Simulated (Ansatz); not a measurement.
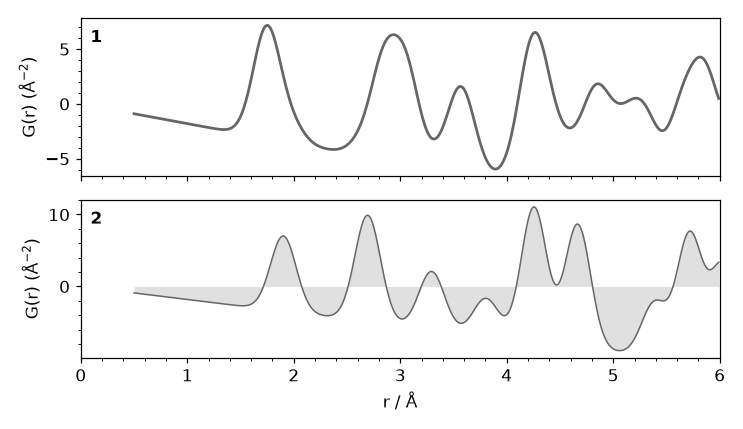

Simulated X-ray pair distribution function, G(r) = R(r)/r − 4πρ₀r, summed over the atomic distances of the structure with each pair weighted by the product of the atomic numbers (X-ray weights at Q = 0); every distance is a Gaussian of σ = 0.12 Å.

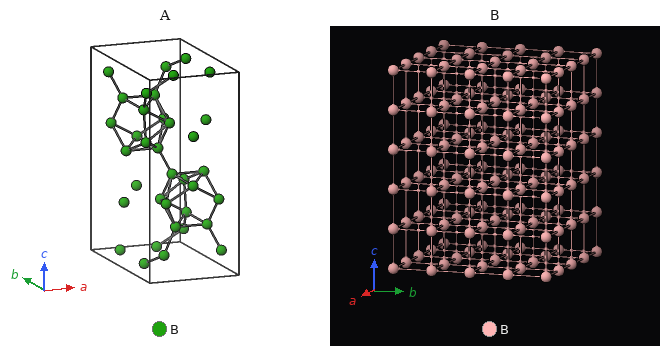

Candidate polymorphs:

A. B, a = 4.841 Å, b = 4.841 Å, c = 12.393 Å, α = 90.00°, β = 90.00°, γ = 120.00°, R-3m

B. B, a = 1.906 Å, b = 1.906 Å, c = 1.906 Å, α = 90.00°, β = 90.00°, γ = 90.00°, Pm-3m

Origins: A, the input geometry of an electronic-structure calculation (not necessarily at equilibrium); B, the geometry relaxed with DFT, BLYP, plane waves (420 eV) with PAW, scalar-relativistic in Ansatz 0.2.0; the starting structure was generated, so it need not be a known form of this composition.

### Which PDF belongs to which candidate?

curve 1 is A (B, first clear peaks at 1.75 Å (B–B) and 2.95 Å (B–B)); curve 2 is B (B, first clear peaks at 1.90 Å (B–B) and 2.69 Å (B–B)).
